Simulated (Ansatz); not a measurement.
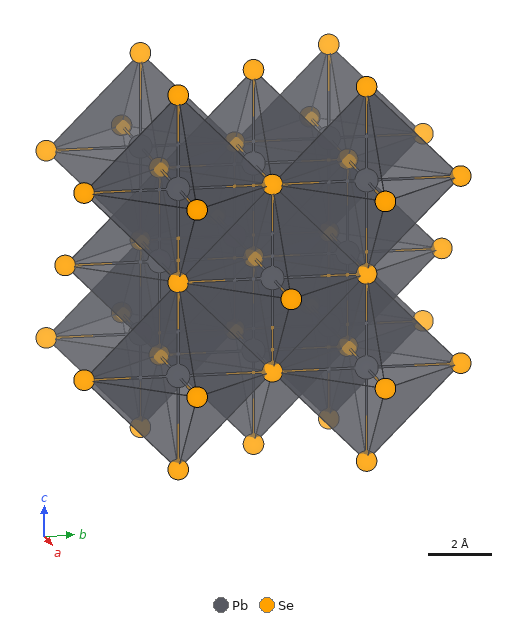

**Figure 1.** The input geometry (polyhedral view of the cell 4 times as large as that of the calculation, set on its symmetry axes, seen slightly off an axis; polyhedra are completed across the faces of the cell).

## Band-structure calculation of PbSe

System: PbSe (Fm-3m, 2 atoms in the cell).
Method: DFT, PBEsol, PAW with Ansatz's default frozen-core files, scalar-relativistic, no spin polarisation (Ansatz 0.2.0).

The structure derives from an entry of the Crystallography Open Database. It belongs to a series of runs on one base structure; here: PAW files in place of LAPW.

**The program's output**
```
Pb: output.efg is read without spin–orbit coupling, which moves field gradients at and beside such atoms by some per cent and up to a factor of two; PAW files take it under magnetization.noncollinear and magnetization.spin_orbit
Engine: ansatz 0.2.0, aarch64-unknown-linux-gnu
Pseudopotentials: kind: paw
Pseudopotential: Pb, paw, valence charge 14, recommended cutoff 420 eV (normal), Pb.paw.azcp
Pseudopotential: Se, paw, valence charge 16, recommended cutoff 420 eV (normal), Se.paw.azcp
Functional definition: PBEsol
  exchange = pbesol_x
  correlation = pbesol_c
Crystal: 2 atoms, lattice volume = 57.426 Å³
Basis set: ecut = 420 eV, 1139 PW (Γ), exchange–correlation on 60×60×60 points (8 copies of the dense FFT grid, shifted against one another)
Bands: 19, of which v1, the nominal top of the filled ones, is band 15 counted from 1 (14 counted from 0)
Symmetry: 48 space group operations
Space group: Fm-3m (ITA 225), of the structure as read, at distance tolerance 3.9e-5 Å
k-points: 35 of 729
Non-local potential: Pb, projectors of the file, l = 0: 2, l = 1: 2, l = 2: 2, l = 3: 2
Non-local potential: Se, projectors of the file, l = 0: 2, l = 1: 2, l = 2: 3, l = 3: 1
PAW form: soft (Blöchl's): semilocal exchange-correlation on the pseudo side does not see the compensation charge
PAW frozen core: Pb, regenerated for the run's functional, and the local potential with it (the file was generated under x = pbe(κ = 0.804, μ = 0.2195149727645171), c = pbe(β = 0.06672455060314922))
PAW frozen core: Se, regenerated for the run's functional, and the local potential with it (the file was generated under x = pbe(κ = 0.804, μ = 0.2195149727645171), c = pbe(β = 0.06672455060314922))
PAW one-centre angular grid: Pb, 590 points (default); XC on 64 Gauss nodes
PAW one-centre angular grid: Se, 590 points (default); XC on 64 Gauss nodes
Initial density: superposition of atomic densities (neutral atoms: chi_scale 0, normalization atom), corrected by the library's trained network
Initial wavefunctions: pseudopotential atomic-orbital guess
Functional: x = pbesol(κ = 0.804, μ = 0.12345679012345678), c = pbesol(β = 0.046)
SCF iter   1: F=—  HF=-17180.217734 eV  |F-HF|=—  |Δ(HF+E_count)|=         —  Δρ=2.42e-3  dr2=6.45e-3  ethr=1.77e-3  ⟨swp⟩=6.4  Hψ=3216  notcnv=0
preconditioner: auto → none  [insulator: Δε(μ)=0.634 eV  Ē_g=15.209 eV  σ=0.010 eV  W_gap=1.00  n_scr=14 (ndim 8)  ℏωp=21.9 eV  f_vac=0.020  D(μ)=0.00/eV (n_scr^D=0)  ε∞_Penn≈3.1]
SCF iter   2: F=—  HF=-17180.215158 eV  |F-HF|=—  |Δ(HF+E_count)|=   2.58e-3  Δρ=1.13e-3  dr2=8.73e-4  ethr=2.15e-5  ⟨swp⟩=2.7  Hψ=1313  notcnv=0
SCF iter   3: F=—  HF=-17180.214898 eV  |F-HF|=—  |Δ(HF+E_count)|=   2.60e-4  Δρ=3.51e-4  dr2=5.16e-5  ethr=2.91e-6  ⟨swp⟩=3.0  Hψ=1318  notcnv=0
SCF iter   4: F=—  HF=-17180.214909 eV  |F-HF|=—  |Δ(HF+E_count)|=   1.16e-5  Δρ=1.20e-4  dr2=3.93e-6  ethr=1.72e-7  ⟨swp⟩=2.9  Hψ=1197  notcnv=0
SCF iter   5: F=—  HF=-17180.214912 eV  |F-HF|=—  |Δ(HF+E_count)|=   2.83e-6  Δρ=2.33e-5  dr2=2.90e-7  ethr=1.31e-8  ⟨swp⟩=2.0  Hψ=1186  notcnv=0
SCF iter   6: F=-17180.214912 eV  HF=-17180.214912 eV  |F-HF|=1.69e-8  |Δ(HF+E_count)|=   2.41e-7  Δρ=5.22e-6  dr2=1.38e-8  ethr=3.33e-10  ⟨swp⟩=9.1  Hψ=4760  notcnv=0
SCF 1 converged in 6 iterations: F = -17180.214912 eV  dr2 = 1.38e-8
  Residual-converged pass: ⟨swp⟩=1.1  Hψ=808  notcnv=0  max |occ|·‖R‖ = 7.0e-9 eV (tolerance 1.0e-8 eV)  dr2=1.38e-8  dr2_onsite=1.12e-8  max |Δocc| = 2.7e-24
  greatest PAW one-centre occupation: 1.000 electrons in one spin orbital (limit 2), on the Se atom at site 1 (counted from 0), in its partial waves of l = 2
NSCF: frozen V_eff on 99 k-points
SCF converged after 6 iterations
Free energy (F): -17180.214912 eV
Harris-Foulkes:  -17180.214912 eV  (|F-HF|=1.69e-8)
Internal energy: -17180.214912 eV  (E = F + TS)
E sigma→0 (E₀):  -17180.214912 eV
Fermi energy:    8.969135 eV
--- Per-component energies (eV) ---
  E_band       = -430.420513
  E_kinetic    = 405.890092
  E_local      = -3533.622203  (includes V_loc(G=0)·N_el)
  E_nonlocal   = -240.719203
  E_hartree    = 1641.643163
  E_xc         = -322.822432
  E_vxc        = -231.276396  (∫ρ·V_xc dr)
  E_paw        = -12121.422421  (= ΣΔE_a)
  E_vpaw       = -113.984780  (= ΣTr[D̂ρ^β])
  E_aug_tail   = -0.000506  (compensation charges beyond the density's cutoff)
  E_ewald      = -3010.231968
  E_core_change = 1.070567  (= ΣΔE_core)
  E_smearing   = -0.000000  (= −TS)
  E_closure    = 0.000000  (closes the sum)
  Σ components = -17180.214912   (vs F -17180.214912, Δ=0.00e0)
--- Forces (eV/Å), atoms counted from 1 ---
  atom   1  Pb    -0.00000000     0.00000000     0.00000000
  atom   2  Se     0.00000000    -0.00000000     0.00000000
  max |Σ_I F_I| component: 1.58e-30 eV/Å
--- Stress (GPa, compression-positive) ---
       -0.580836       0.000000       0.000000
       -0.000000      -0.580836       0.000000
        0.000000       0.000000      -0.580836
  P = ⅓ Tr σ = -0.5808 GPa (-5.808 kbar)
--- PAW observables at the nuclei: V_zz in 10²¹ V/m², potentials from the cell's mean, atoms counted from 1 ---
  atom   1  Pb V_zz =    -0.000000   η = 0.0000   by run symmetry: forbidden
            electrostatic potential = -17478.273232 V   contact ρ = 16511955.492891 e/Å³
  atom   2  Se V_zz =    -0.000000   η = 0.0000   by run symmetry: forbidden
            electrostatic potential = -4712.577691 V   contact ρ = 262402.231915 e/Å³
--- Band table (eV; the first three rows and the last of 35) ---
  k-point 0: bands = ["-38.4356", "-38.4356", "-38.4333", "-38.4333", "-38.4333", "-7.9134", "-7.9134", "-7.9134", "-7.9124", "-7.9124", "-4.7534", "2.5167", "6.9778", "6.9778", "6.9778", "13.5201", "13.5201", "13.5201", "15.3017"]
  k-point 1: bands = ["-38.4356", "-38.4356", "-38.4332", "-38.4332", "-38.4332", "-7.9155", "-7.9155", "-7.9129", "-7.9093", "-7.9093", "-4.6593", "2.2024", "7.0101", "7.0101", "7.1969", "12.6109", "12.9627", "12.9627", "15.1083"]
  k-point 2: bands = ["-38.4356", "-38.4356", "-38.4332", "-38.4332", "-38.4332", "-7.9228", "-7.9228", "-7.9119", "-7.8994", "-7.8994", "-4.3953", "1.4681", "7.1058", "7.1058", "7.6660", "11.2525", "11.9627", "11.9627", "15.1550"]
  k-point 34: bands = ["-38.4356", "-38.4356", "-38.4332", "-38.4332", "-38.4331", "-8.0031", "-7.9135", "-7.9062", "-7.8945", "-7.8694", "-3.3148", "0.7759", "4.6743", "4.7870", "7.9479", "10.7552", "13.5195", "13.7616", "16.0583"]
--- Löwdin populations: 2 sites ---
  site symbol       q [e]
     0     Pb     13.5846
     1     Se     16.3603
  spilling = 0.001837 (of n_electrons = 30.000000)
--- Bader charges: 2 sites ---
  site symbol  charge [e]  shift [e]
     0     Pb      0.8453     0.0000
     1     Se     -0.8453     0.0000
  estimated error of the sums over rays = 3.0e-4 e
```

**File bader_charges.tsv**
```
# site	symbol	x_ang	y_ang	z_ang	partial_charge_e	electrons	volume_ang3	relative_density_drop	shared_charge_e	partial_wave_shift_e
# quadrature_error_electrons = 3.0e-4
0	Pb	0.0000	0.0000	0.0000	0.84528	81.15472	26.12	-	0.84528	0.00000
1	Se	3.0622	3.0622	3.0622	-0.84528	34.84528	31.31	-	-0.84528	0.00000
```

**File dos.tsv**
```
# E-E_F[eV]	g_bin_mean(E)[states/eV]	N(E)
# format = ansatz-dos/2
# fermi_ev = 8.969135
# fermi_mp_grid = 9 9 9
# fermi_mp_shift = 0 0 0
# g_bin_mean(E): the states in a bin one row spacing wide, centred on E, divided by that spacing. States that the method places at a single energy (under output.dos.method: tetrahedron, those of a tetrahedron whose four corners have one energy) are counted whole in the row whose bin holds that energy (on the edge of two bins, in the lower row). The sum of g_bin_mean over a run of rows, times the row spacing, is the number of states from half a spacing under the first of them to half a spacing over the last (a plain sum, not the trapezoid rule).
-14.000000	0.000000e0	2.000000e1
-13.800000	5.594232e-4	2.000000e1
-13.600000	2.199060e-1	2.001492e1
-13.400000	4.653837e-1	2.008618e1
-13.200000	6.758351e-1	2.019887e1
-13.000000	9.527044e-1	2.035943e1
-12.800000	1.438910e0	2.058677e1
-12.600000	2.517561e0	2.098685e1
-12.400000	3.230032e0	2.154134e1
-12.200000	4.991084e-1	2.200000e1
-12.000000	0.000000e0	2.200000e1
-11.800000	0.000000e0	2.200000e1
-11.600000	0.000000e0	2.200000e1
-11.400000	0.000000e0	2.200000e1
-11.200000	0.000000e0	2.200000e1
-11.000000	0.000000e0	2.200000e1
-10.800000	0.000000e0	2.200000e1
-10.600000	0.000000e0	2.200000e1
-10.400000	0.000000e0	2.200000e1
-10.200000	0.000000e0	2.200000e1
-10.000000	0.000000e0	2.200000e1
-9.800000	0.000000e0	2.200000e1
-9.600000	0.000000e0	2.200000e1
-9.400000	0.000000e0	2.200000e1
-9.200000	0.000000e0	2.200000e1
-9.000000	0.000000e0	2.200000e1
-8.800000	4.502687e-1	2.202827e1
-8.600000	1.247840e0	2.219018e1
-8.400000	2.265793e0	2.255620e1
-8.200000	2.189900e0	2.302773e1
-8.000000	1.434584e0	2.338274e1
-7.800000	1.193046e0	2.365269e1
-7.600000	5.011820e-1	2.381836e1
-7.400000	2.899316e-1	2.388839e1
-7.200000	1.873578e-1	2.393499e1
-7.000000	1.312431e-1	2.396635e1
-6.800000	8.594906e-2	2.398774e1
-6.600000	2.274182e-2	2.399903e1
-6.400000	1.621487e-4	2.400000e1
-6.200000	0.000000e0	2.400000e1
-6.000000	0.000000e0	2.400000e1
-5.800000	0.000000e0	2.400000e1
-5.600000	0.000000e0	2.400000e1
-5.400000	0.000000e0	2.400000e1
-5.200000	0.000000e0	2.400000e1
-5.000000	1.047356e-1	2.400314e1
-4.800000	3.368326e-1	2.404590e1
-4.600000	4.807104e-1	2.413160e1
-4.400000	6.272169e-1	2.424249e1
-4.200000	8.611333e-1	2.438823e1
-4.000000	8.897201e-1	2.457169e1
-3.800000	9.743734e-1	2.475129e1
-3.600000	1.248332e0	2.497432e1
-3.400000	1.587702e0	2.525342e1
-3.200000	1.901982e0	2.560499e1
-3.000000	1.840568e0	2.599106e1
-2.800000	1.802577e0	2.634744e1
-2.600000	1.853508e0	2.671364e1
-2.400000	1.978530e0	2.709584e1
-2.200000	2.097329e0	2.751133e1
-2.000000	2.122031e0	2.793371e1
-1.800000	1.840420e0	2.833103e1
-1.600000	1.260597e0	2.865798e1
-1.400000	1.105655e0	2.886377e1
-1.200000	1.704004e0	2.912516e1
-1.000000	2.006033e0	2.955113e1
-0.800000	1.034366e0	2.985168e1
-0.600000	3.051392e-1	2.997531e1
-0.400000	3.650478e-2	2.999899e1
-0.200000	0.000000e0	3.000000e1
0.000000	0.000000e0	3.000000e1
0.200000	0.000000e0	3.000000e1
0.400000	2.916296e-2	3.000097e1
0.600000	1.307175e-1	3.001579e1
0.800000	3.288988e-1	3.005685e1
1.000000	6.147160e-1	3.015385e1
1.200000	7.680372e-1	3.029290e1
1.400000	1.243173e0	3.048968e1
1.600000	1.051937e0	3.072567e1
1.800000	1.407366e0	3.097844e1
2.000000	1.345128e0	3.124908e1
2.200000	1.353106e0	3.151969e1
2.400000	1.335660e0	3.178799e1
2.600000	1.343806e0	3.205577e1
2.800000	1.336720e0	3.232404e1
3.000000	1.349215e0	3.259210e1
3.200000	1.382500e0	3.286446e1
3.400000	1.448260e0	3.314692e1
3.600000	1.810434e0	3.345880e1
3.800000	1.739520e0	3.382571e1
4.000000	3.042707e0	3.427797e1
4.200000	2.294378e0	3.486905e1
4.400000	1.329441e0	3.521906e1
4.600000	1.068334e0	3.544556e1
4.800000	9.243167e-1	3.564808e1
5.000000	8.473303e-1	3.581786e1
5.200000	9.715977e-1	3.599818e1
5.400000	6.720052e-1	3.617309e1
5.600000	8.811240e-1	3.631253e1
5.800000	1.002120e0	3.651418e1
6.000000	9.495107e-1	3.670551e1
6.200000	8.758884e-1	3.689353e1
6.400000	7.764364e-1	3.705374e1
6.600000	7.922953e-1	3.720865e1
6.800000	8.965781e-1	3.737428e1
7.000000	1.144303e0	3.757683e1
7.200000	5.605611e-1	3.775634e1
7.400000	4.375576e-1	3.785642e1
7.600000	3.021174e-1	3.793075e1
7.800000	1.521939e-1	3.797654e1
8.000000	6.084736e-2	3.800000e1
```

**File populations.tsv**
```
# site	symbol	l	j	q
# orbitals = lowdin
# n_electrons = 30.000000
# spilling = 0.001837
0	Pb	0_6S	-	1.940164
0	Pb	1_6P	-	1.647605
0	Pb	2_5D	-	9.996869
1	Se	0_4S	-	1.820136
1	Se	1_4P	-	4.540311
1	Se	2_3D	-	9.999819
```

**File rho_z.tsv**
```
# z_ang	rho[e/angstrom^3]
# format = ansatz-planar-average/11
# lattice	0.000000000	3.062150000	3.062150000
# lattice	3.062150000	0.000000000	3.062150000
# lattice	3.062150000	3.062150000	0.000000000
# sites	2
# site	82	0.000000000	0.000000000	0.000000000
# site	34	3.062150000	3.062150000	3.062150000
0.000000	7.129958e-1
0.144351	6.876255e-1
0.288702	6.192450e-1
0.433053	5.268076e-1
0.577405	4.306113e-1
0.721756	3.460972e-1
0.866107	2.834443e-1
1.010458	2.462597e-1
1.154809	2.331153e-1
1.299160	2.451229e-1
1.443511	2.925001e-1
1.587862	3.971219e-1
1.732214	5.855962e-1
1.876565	8.539784e-1
2.020916	1.117068e0
2.165267	1.230130e0
2.309618	1.117068e0
2.453969	8.539784e-1
2.598320	5.855962e-1
2.742672	3.971219e-1
2.887023	2.925001e-1
3.031374	2.451229e-1
3.175725	2.331153e-1
3.320076	2.462597e-1
3.464427	2.834443e-1
3.608778	3.460972e-1
3.753130	4.306113e-1
3.897481	5.268076e-1
4.041832	6.192450e-1
4.186183	6.876255e-1
```

**File v_z.tsv**
```
# z_ang	v_es[eV]	v_tot[eV]
# format = ansatz-planar-average/11
# xc	pbesol
# density_cutoff_ev	1680
# datasets	Pb=:simpson_from_first_knot:soft:shift=-1150160	Se=:simpson_from_first_knot:soft:shift=-935943
# lattice	0.000000000	3.062150000	3.062150000
# lattice	3.062150000	0.000000000	3.062150000
# lattice	3.062150000	3.062150000	0.000000000
# sites	2
# site	82	0.000000000	0.000000000	0.000000000
# site	34	3.062150000	3.062150000	3.062150000
0.000000	2.479598e0	-8.033146e0
0.144351	2.536748e0	-7.937938e0
0.288702	2.728534e0	-7.632644e0
0.433053	3.103846e0	-7.075452e0
0.577405	3.718107e0	-6.231825e0
0.721756	4.594344e0	-5.114028e0
0.866107	5.660283e0	-3.838430e0
1.010458	6.644488e0	-2.710860e0
1.154809	7.240144e0	-2.042439e0
1.299160	7.401229e0	-1.869173e0
1.443511	7.343240e0	-1.978442e0
1.587862	7.321265e0	-2.115012e0
1.732214	7.371353e0	-2.215654e0
1.876565	7.427828e0	-2.303665e0
2.020916	7.469014e0	-2.364046e0
2.165267	7.483375e0	-2.385928e0
2.309618	7.469014e0	-2.364046e0
2.453969	7.427828e0	-2.303665e0
2.598320	7.371353e0	-2.215654e0
2.742672	7.321265e0	-2.115012e0
2.887023	7.343240e0	-1.978442e0
3.031374	7.401229e0	-1.869173e0
3.175725	7.240144e0	-2.042439e0
3.320076	6.644488e0	-2.710860e0
3.464427	5.660283e0	-3.838430e0
3.608778	4.594344e0	-5.114028e0
3.753130	3.718107e0	-6.231825e0
3.897481	3.103846e0	-7.075452e0
4.041832	2.728534e0	-7.632644e0
4.186183	2.536748e0	-7.937938e0
```

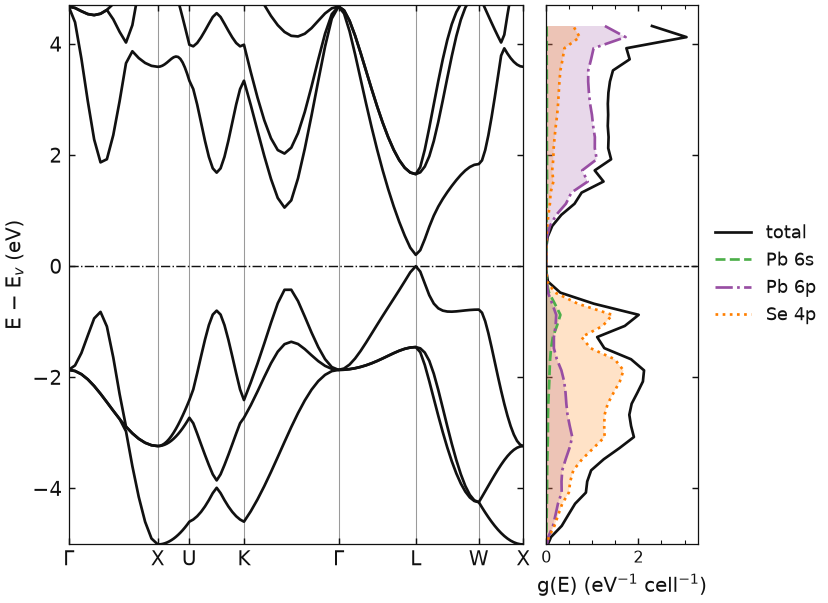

**Figure 2.** Band structure along Γ–X–U–K–Γ–L–W–X and density of states (projected on Löwdin-orthogonalised atomic shells), with energies from the valence-band top. There is a gap of 0.20 eV on this path, direct, at L.

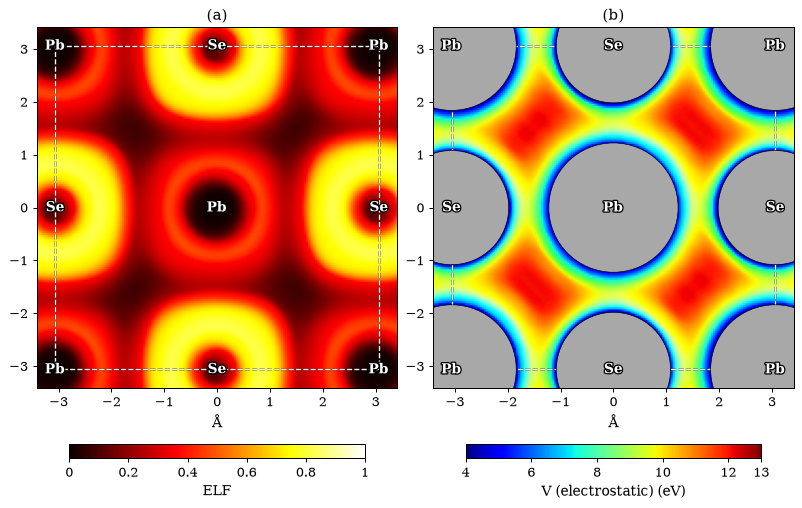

**Figure 3.** (a) ELF; (b) electrostatic potential energy of an electron on the (100) plane of the conventional cell. Grey discs, where drawn, cover atomic cores. The section cuts through Pb and Se sites. Pb–Se (3.06 Å): the ELF peaks at about 0.80 in the valence shell of Se, 0.8 Å from its nucleus, and drops to about 0.25 between the two atoms. Outside the cores the potential energy rises away from the atoms and is highest about 2.0 Å from the nearest atoms; outside the discs it spans about 8 eV, and its zero is arbitrary. Core electrons are frozen (PAW), so the fields are smoothed inside the atomic spheres.

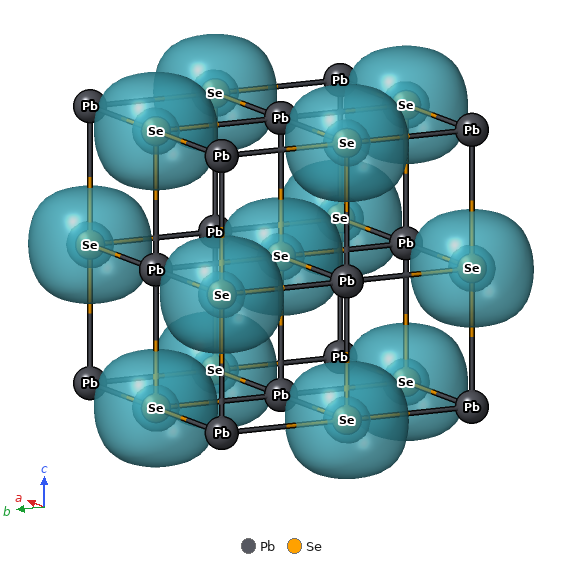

**Figure 4.** Isosurface of the electron localisation function at 0.6 (cyan), seen at an oblique angle. Only the valence region is drawn (cores and ρ < 0.01 e/Å³ removed). Sticks mark near contacts. The outline is the cell set on symmetry axes. Profiles from the grid: Pb–Se (3.06 Å): the ELF peaks at about 0.80 in the valence shell of Se, 0.8 Å from its nucleus, and drops to about 0.25 between the two atoms.

This output came from the following input.

**Input file**
```yaml
crystal:
  lattice:
    - [0.0, 3.06215, 3.06215]
    - [3.06215, 0.0, 3.06215]
    - [3.06215, 3.06215, 0.0]
  atoms:
    - { symbol: Pb, position: [0.0, 0.0, 0.0] }
    - { symbol: Se, position: [0.5, 0.5, 0.5] }
kpoints:
  mp_grid: { grid: [9, 9, 9] }
  band_path:
    path:
      - [0.0, 0.0, 0.0]
      - [0.5, 0.0, 0.5]
      - [0.625, 0.25, 0.625]
      - [0.375, 0.375, 0.75]
      - [0.0, 0.0, 0.0]
      - [0.5, 0.5, 0.5]
      - [0.5, 0.25, 0.75]
      - [0.5, 0.0, 0.5]
    npoints: 14
scf:
  occupations: { method: fermi_dirac, width: 0.01 }
hamiltonian:
  xc: pbesol
  pseudopotentials: { kind: paw }
output:
  forces: true
  stress: true
  eigenvalues: true
  efg: { contact_densities: true }
  populations: true
  bader: true
  dos: { projected: true, de: 0.2, e_range: [-14, 8] }
  write_density: true
  write_potential: true
  elf: true
  volumetric_format: npy
```

Run as:
```bash
ansatz run input.yaml --threads 1 --pin off --max-ram 3072MiB --backend cpu --events-out ev --progress --plain --runs-dir out
```

**Summary**

| quantity | value |
| --- | --- |
| outcome | converged |
| space group (tolerance 0.01 Å) | Fm-3m (225) |
| electrons treated | 30 |
| free energy | −17180.2149 eV |
| Fermi energy | 8.969 eV |
| gap on the k-point mesh | 0.65 eV |
| pressure | −0.58 GPa |
| field gradient V_zz (10²¹ V/m²) | zero at all sites |
| largest force (length of the vector) | under 0.001 eV/Å |
| hardware | 1 thread of Arm Neoverse V2, 24 GiB of memory available, shared host |
| wall time | 11 s |
| peak memory | 0.42 GiB |

**Remarks**

The program warns: the field gradients leave out spin–orbit coupling. Spin–orbit coupling is left out, which matters for Pb.
